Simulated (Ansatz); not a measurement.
## Run report: S, geometry relaxation

S (2 atoms in the cell), computed with DFT, PBE, PAW with Ansatz's default frozen-core files, scalar-relativistic, no spin polarisation (Ansatz 0.2.0).

Its volume is 0.43 times that of the source entry. It belongs to a series of runs on one base structure; here: shape and atoms relaxed at 0.43 of the volume. Figures and captions count atoms from 1; the log counts them from 0 in places.

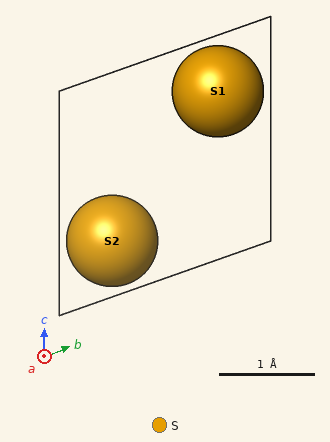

*The structure as given in the input (ball-and-stick view of the reduced cell, along the a axis; atoms are numbered from 1 in the order of the input).*

Near neighbours in the crystal (not all of them lie inside the picture): S has 6 S at 1.95 Å.

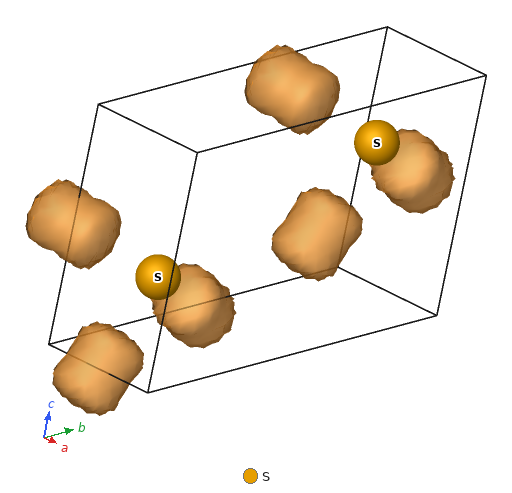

*Isosurface of the ELF at 0.75 (orange), seen slightly off an axis. Only the valence region is drawn (cores and ρ < 0.01 e/Å³ removed). Sticks mark near contacts. The outline is the calculation cell.*

The ELF exceeds this value in six regions between bonded S–S atoms (shared pairs), counted in one cell of 2 atoms.  Values along the shortest contacts: S–S (1.95 Å): the ELF peaks at about 0.85 between the atoms, which marks a shared electron pair. The fields are those of the smooth PAW valence density.

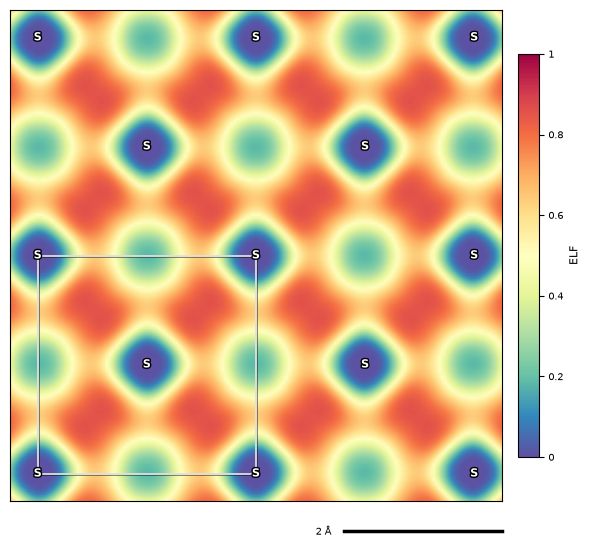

*ELF on the (101) plane of the calculation cell.*

The input that produced these results follows, with the program's output.

### Input file
```yaml
crystal:
  lattice:
    - [1.3772630664, -0.7951632021, 2.2515053069]
    - [0.0, 1.5903264042, 2.2515053069]
    - [-1.3772630664, -0.7951632021, 2.2515053069]
  atoms:
    - { symbol: S, position: [0.2499983179, 0.2499983179, 0.2499983179] }
    - { symbol: S, position: [-0.2499983179, -0.2499983179, -0.2499983179] }
kpoints:
  mp_grid: { grid: [13, 13, 13] }
scf:
  occupations: { method: fermi_dirac, width: 0.05 }
hamiltonian:
  xc: pbe
  pseudopotentials: { kind: paw }
output:
  forces: true
  stress: true
  write_density: true
  write_potential: true
  elf: true
  volumetric_format: npy
relax:
  f_tol: 0.005
  max_steps: 30
  cell: { stress_tol: 0.68, fix: [volume] }
```

Command:
```bash
ansatz run input.yaml --threads 1 --pin off --max-ram 2048MiB --backend cpu --events-out ev --progress --plain --runs-dir out
```

### Log
```
Warning: the atoms were moved onto the symmetric positions of the space group found under crystal.symmetry.tolerance 1.0e-5 (fractional; no operation is sought that the atoms, as they stand in a round, miss by more than twice it, and no atom is moved by as much as it), and the run uses the moved positions. Before a round's move an operation carried an atom to 2.27e-5 Å from where it should land, the largest such distance. Atom 0 (counting from 0) moved farthest, by 1.14e-5 Å; the longest move in fractions of the cell, of whichever atom, is 0.29 of the tolerance, in 1 round. To run the atoms as typed, lower crystal.symmetry.tolerance until the operations that they miss are no longer found, or set crystal.symmetry.detect: false (a key that needs symmetry detection or time reversal refuses this as the deck is read). The positions used, in the order of the run's atom list: position: [0.24999999999999997, 0.24999999999999997, 0.24999999999999997]; position: [-0.24999999999999997, -0.24999999999999997, -0.24999999999999997]; The lattice was moved too: crystal.lattice keeps the space group found at crystal.symmetry.tolerance 1.0e-5 only nearly: the operation that it misses by the most changes a squared length by the fraction 6.75e-11. The run uses the lattice that is a stretch of the typed one, with no rotation, onto the one that keeps every operation to a double's rounding (on a very oblique basis the stretch itself rounds by more); the deck's lattice vector that moved farthest moved by 3.10e-11 Å. To run the lattice as typed, set crystal.symmetry.detect: false, as for the atoms. crystal.lattice made exact, in Å and degrees: [[1.3772630663731797, -0.7951632021154847, 2.2515053069], [0.0, 1.5903264042309697, 2.2515053069], [-1.3772630663731797, -0.7951632021154847, 2.2515053069]]. Pasted over the deck's crystal.lattice, beside positions in fractional coordinates, it runs the same cell (given as lengths and angles, that cell in the form's own orientation, a rigid turn of the misfit's size from the one run here, for which a checkpoint.post_process_only pass over this run's state can be refused: where this run relaxes nothing, give such a pass this deck's own crystal.lattice, as typed; behind a relaxation, as crystal.lattice, the state's own cell, identity.cell in its checkpoint.json), and a matrix so pasted ends this notice, except on a very skew basis of the lattice, where the rounding of the pasted numbers themselves can read as a misfit: the cell is then moved again, and that move is told again. The lattice as run is in this notice's lattice.as_run_ang field (Run.prep()["deck_notices"] in Python, the deck_notice line of an events file, deck_notices of ansatz run --dry-run=json, or deck_notices in record.json in the deck's checkpoint.write directory).
Engine: ansatz 0.2.0, x86_64-unknown-linux-gnu
Pseudopotentials: kind: paw
Pseudopotential: S, paw, valence charge 6, recommended cutoff 420 eV (normal), S.paw.azcp
Functional definition: PBE
  parameter kappa = 0.804
  parameter beta = 0.06672455060314922
  exchange = pbe_x(kappa = kappa, mu = beta*pi^2/3)
  correlation = pbe_c(beta = beta)
Crystal: 2 atoms, lattice volume = 14.794 Å³
Basis set: ecut = 420 eV, 283 PW (Γ), exchange–correlation on 40×40×40 points (8 copies of the dense FFT grid, shifted against one another)
Bands: 10, of which v1, the nominal top of the filled ones, is band 6 counted from 1 (5 counted from 0)
Symmetry: 24 space group operations
Space group: R-3m (ITA 166), of the structure as read, at distance tolerance 2.5e-5 Å
k-points: 231 of 2197
Non-local potential: S, projectors of the file, l = 0: 2, l = 1: 2, l = 2: 2
PAW form: soft (Blöchl's): semilocal exchange-correlation on the pseudo side does not see the compensation charge
PAW one-centre angular grid: S, 110 points (default); XC on 64 Gauss nodes
Initial density: superposition of atomic densities (neutral atoms: chi_scale 0, normalization atom), corrected by the library's trained network
Initial wavefunctions: pseudopotential atomic-orbital guess
Functional: x = pbe(κ = 0.804, μ = 0.2195149727645171), c = pbe(β = 0.06672455060314922)
SCF iter   1: F=—  HF=-1794.246210 eV  |F-HF|=—  |Δ(HF+E_count)|=         —  Δρ=1.83e-2  dr2=1.66e-2  ethr=1.77e-3  ⟨swp⟩=5.5  Hψ=16837  notcnv=0
preconditioner: auto → none  [metal: Δε(μ)=0.018 eV  Ē_g=18.132 eV  σ=0.050 eV  W_gap=0.09  n_scr=0 (ndim 8)  ℏωp=33.4 eV  f_vac=0.000  D(μ)=0.85/eV (n_scr^D=8)]
SCF iter   2: F=—  HF=-1794.225192 eV  |F-HF|=—  |Δ(HF+E_count)|=   2.10e-2  Δρ=8.89e-3  dr2=3.45e-3  ethr=1.38e-4  ⟨swp⟩=1.8  Hψ=4538  notcnv=0
SCF iter   3: F=—  HF=-1794.230169 eV  |F-HF|=—  |Δ(HF+E_count)|=   4.98e-3  Δρ=5.38e-4  dr2=1.66e-5  ethr=2.87e-5  ⟨swp⟩=2.7  Hψ=3903  notcnv=0
SCF iter   4: F=—  HF=-1794.230189 eV  |F-HF|=—  |Δ(HF+E_count)|=   1.99e-5  Δρ=5.19e-5  dr2=1.52e-7  ethr=1.39e-7  ⟨swp⟩=2.3  Hψ=3735  notcnv=0
iter 5 did not close the SCF: its close was put off for the readings that it lacked (scf_convergence_deferred on its scf_iter line)
SCF iter   5: F=-1794.230189 eV  HF=-1794.230189 eV  |F-HF|=8.69e-10  |Δ(HF+E_count)|=   4.83e-8  Δρ=4.11e-6  dr2=1.02e-9  ethr=1.27e-9  ⟨swp⟩=2.2  Hψ=3659  notcnv=0
SCF iter   6: F=-1794.230189 eV  HF=-1794.230189 eV  |F-HF|=6.82e-13  |Δ(HF+E_count)|=   1.08e-9  Δρ=1.18e-7  dr2=4.73e-13  ethr=8.53e-12  ⟨swp⟩=4.4  Hψ=11273  notcnv=0
SCF 1 converged in 6 iterations: F = -1794.230189 eV  dr2 = 4.73e-13
  greatest PAW one-centre occupation: 0.874 electrons in one spin orbital (limit 2), on the S atom at site 1 (counted from 0), in its partial waves of l = 0
relax step   1: F+E_penalty+E_count = -1794.23018927 eV  Δ(F+E_penalty+E_count) = +0.000e0 eV  max|allowed force component| = 0.000e0 eV/Å  Δτ_max = 0.0000 Å  P = +257.934 GPa  Ω = 14.794 Å³  fix = [volume]  reactions: volume +257.934 GPa  (6 SCF iters, accepted)
Initial density: handed on by an earlier stage of this run
Initial wavefunctions: pseudopotential atomic-orbital guess (no wavefunctions were taken with the density)
iter 1 solved again at ethr=2.20e-8 eV; its pass at ethr=3.10e-3 eV (dr2=2.64e-6 eV) is discarded
SCF iter   1: F=—  HF=-1794.230186 eV  |F-HF|=—  |Δ(HF+E_count)|=         —  Δρ=5.88e-7  dr2=9.48e-12  ethr=2.20e-8  ⟨swp⟩=3.1  Hψ=23824  notcnv=0
eigensolver tolerance schedule: the retry pair's looser diagonalisation over-reported the residual by 278268.79 of it (diagonalisation noise at an unbounded share of the residual, at the tolerance the schedule requests for it); recorded, not acted on — ethr = c·dr2/N_el stays at c = 1.0e-1
preconditioner: auto → none  [metal: Δε(μ)=0.008 eV  Ē_g=18.120 eV  σ=0.050 eV  W_gap=0.04  n_scr=0 (ndim 8)  ℏωp=33.4 eV  f_vac=0.000  D(μ)=0.89/eV (n_scr^D=14)]
SCF iter   2: F=-1794.230189 eV  HF=-1794.230189 eV  |F-HF|=1.36e-12  |Δ(HF+E_count)|=   3.50e-6  Δρ=2.89e-7  dr2=2.46e-12  ethr=1.00e-12  ⟨swp⟩=8.7  Hψ=14480  notcnv=0
SCF 2 converged in 2 iterations: F = -1794.230189 eV  dr2 = 2.46e-12
relax step   2: F+E_penalty+E_count = -1794.23018927 eV  Δ(F+E_penalty+E_count) = +0.000e0 eV  max|allowed force component| = 0.000e0 eV/Å  Δτ_max = 0.0000 Å  P = +257.933 GPa  Ω = 14.794 Å³  fix = [volume]  reactions: volume +257.933 GPa  stress off target by 1.80e-1 GPa on what of the cell is left free  SCF on the basis re-selected at this cell (its energy is not comparable with the rows above)  (2 SCF iters)
basis re-selected at this cell: Δ(F+E_penalty+E_count) = +0.000e0 eV, ΔP = -0.000 GPa vs the last step (what re-selecting the basis moved, of the pressure what is left beyond the Pulay correction that the steps carried, after the strain that the cell walked since its last selection, with what the two solves' SCF thresholds leave and, on support functions, any second-order correction that the steps lacked; it is no measure of the basis error at this ecutwfc). This SCF's stress stands 1.80e-1 GPa from its target on what of the cell is left free (relax.cell.stress_tol is 6.80e-1 GPa) and its largest allowed force component is 0.00e0 eV/Å (relax.f_tol is 5.00e-3 eV/Å): within both
SCF converged after 2 iterations
Free energy (F): -1794.230189 eV
Harris-Foulkes:  -1794.230189 eV  (|F-HF|=1.36e-12)
Internal energy: -1794.223458 eV  (E = F + TS)
E sigma→0 (E₀):  -1794.226824 eV
Entropy (-TS):   -0.006731 eV (-3.366 meV/atom)
Fermi energy:    26.714505 eV
--- Per-component energies (eV) ---
  E_band       = 174.742354
  E_kinetic    = 272.773321
  E_local      = 36.073786  (includes V_loc(G=0)·N_el)
  E_nonlocal   = 55.625230
  E_hartree    = 10.650907
  E_xc         = -211.916091
  E_vxc        = -198.954815  (∫ρ·V_xc dr)
  E_paw        = -1202.564244  (= ΣΔE_a)
  E_vpaw       = -12.076982  (= ΣTr[D̂ρ^β])
  E_aug_tail   = 0.000003  (compensation charges beyond the density's cutoff)
  E_ewald      = -754.866370
  E_smearing   = -0.006731  (= −TS)
  E_closure    = 0.000000  (closes the sum)
  Σ components = -1794.230189   (vs F -1794.230189, Δ=0.00e0)
--- Forces (eV/Å), atoms counted from 1 ---
  atom   1  S      0.00000000     0.00000000     0.00000000
  atom   2  S      0.00000000     0.00000000     0.00000000
  max |Σ_I F_I| component: 0.00e0 eV/Å
--- Stress (GPa, compression-positive) ---
      257.843680       0.000000       0.000000
        0.000000     257.843680      -0.000000
        0.000000       0.000000     258.113129
  P = ⅓ Tr σ = 257.9335 GPa (2579.335 kbar)
--- Band table (eV; the first three rows and the last of 231) ---
  k-point 0: bands = ["-2.3493", "19.5381", "19.5714", "19.5714", "26.8623", "26.8935", "26.8935", "27.6404", "30.0485", "30.0485"]
  k-point 1: bands = ["-2.1872", "18.3374", "19.4481", "19.4767", "26.9250", "27.2657", "27.2931", "28.2858", "28.2866", "28.5497"]
  k-point 2: bands = ["-1.7016", "15.8047", "19.2462", "19.2727", "26.1892", "26.1906", "26.5865", "28.3828", "28.4127", "30.5866"]
  k-point 230: bands = ["4.1731", "4.8462", "17.7844", "18.7120", "20.9098", "21.6616", "27.3441", "27.8188", "37.1529", "37.2285"]
--- Relaxed structure (1 steps of the walk, 1 accepted, 1 SCFs on fresh bases) ---
  F+E_penalty+E_count = -1794.23018927 eV   max|allowed force component| = 0.000e0 eV/Å   (the final SCF, on the basis selected at the relaxed cell)
  cell:  # Å, volume = 14.7944 Å³
    - [1.3772630663731797, -0.7951632021154847, 2.2515053069]
    - [0.0, 1.5903264042309697, 2.2515053069]
    - [-1.3772630663731797, -0.7951632021154847, 2.2515053069]
  atoms:
    - { symbol: S, position: [0.24999999999999997, 0.24999999999999994, 0.24999999999999997] }
    - { symbol: S, position: [-0.24999999999999997, -0.24999999999999994, -0.24999999999999997] }
```

### File rho_z.tsv
```
# z_ang	rho[e/angstrom^3]
# format = ansatz-planar-average/11
# lattice	1.377263066	-0.795163202	2.251505307
# lattice	0.000000000	1.590326404	2.251505307
# lattice	-1.377263066	-0.795163202	2.251505307
# sites	2
# site	16	0.000000000	0.000000000	1.688628980
# site	16	0.000000000	-0.000000000	-1.688628980
0.000000	8.992936e-1
0.137826	8.829256e-1
0.275652	8.393962e-1
0.413478	7.843014e-1
0.551304	7.387511e-1
0.689131	7.211342e-1
0.826957	7.387511e-1
0.964783	7.843014e-1
1.102609	8.393962e-1
1.240435	8.829256e-1
1.378261	8.992936e-1
1.516087	8.829256e-1
1.653913	8.393962e-1
1.791739	7.843014e-1
1.929565	7.387511e-1
2.067392	7.211342e-1
2.205218	7.387511e-1
2.343044	7.843014e-1
2.480870	8.393962e-1
2.618696	8.829256e-1
```

### File v_z.tsv
```
# z_ang	v_es[eV]	v_tot[eV]
# format = ansatz-planar-average/11
# xc	pbe
# density_cutoff_ev	1680
# datasets	S=:simpson_from_first_knot:soft
# lattice	1.377263066	-0.795163202	2.251505307
# lattice	0.000000000	1.590326404	2.251505307
# lattice	-1.377263066	-0.795163202	2.251505307
# sites	2
# site	16	0.000000000	0.000000000	1.688628980
# site	16	0.000000000	-0.000000000	-1.688628980
0.000000	8.231467e0	-6.885540e0
0.137826	8.399864e0	-6.739195e0
0.275652	8.764841e0	-6.445744e0
0.413478	9.061736e0	-6.251497e0
0.551304	9.191962e0	-6.202476e0
0.689131	9.225808e0	-6.196663e0
0.826957	9.191962e0	-6.202476e0
0.964783	9.061736e0	-6.251497e0
1.102609	8.764841e0	-6.445744e0
1.240435	8.399864e0	-6.739195e0
1.378261	8.231467e0	-6.885540e0
1.516087	8.399864e0	-6.739195e0
1.653913	8.764841e0	-6.445744e0
1.791739	9.061736e0	-6.251497e0
1.929565	9.191962e0	-6.202476e0
2.067392	9.225808e0	-6.196663e0
2.205218	9.191962e0	-6.202476e0
2.343044	9.061736e0	-6.251497e0
2.480870	8.764841e0	-6.445744e0
2.618696	8.399864e0	-6.739195e0
```

### Trajectory as extended XYZ (Å, eV, eV/Å), 2 frames, from step=1 to step=2
```
2
Lattice="1.3773 -0.7952 2.2515 0.0000 1.5903 2.2515 -1.3773 -0.7952 2.2515" Properties=species:S:1:pos:R:3:forces:R:3 step=1 energy=-1794.23019 pressure_GPa=257.93
S     0.0000    0.0000    1.6886    0.0000   0.0000   0.0000
S     0.0000    0.0000   -1.6886    0.0000   0.0000   0.0000
2
Lattice="1.3773 -0.7952 2.2515 0.0000 1.5903 2.2515 -1.3773 -0.7952 2.2515" Properties=species:S:1:pos:R:3:forces:R:3 step=2 energy=-1794.23019 pressure_GPa=257.93
S     0.0000    0.0000    1.6886    0.0000   0.0000   0.0000
S     0.0000    0.0000   -1.6886    0.0000   0.0000   0.0000
```

### Summary

- outcome: converged
- space group (tolerance 0.01 Å): Pm-3m (221)
- electrons treated: 12
- free energy: −1794.2302 eV
- Fermi energy: 26.715 eV
- pressure: 257.93 GPa
- final volume: 14.79 Å³
- largest force (length of the vector) at the end: under 0.001 eV/Å
- final cell: a = 2.757 Å, b = 2.757 Å, c = 2.757 Å, α = 59.95°, β = 59.95°, γ = 59.95°
- hardware: 1 thread of Intel Xeon (Sapphire Rapids), 32 GiB of memory available, shared host
- wall time: 4 s
- peak memory: 0.38 GiB

### Notes

Warnings of the run: the structure was made exactly symmetric. The cell is under a pressure of 258 GPa at this level, so it is not at its equilibrium volume.
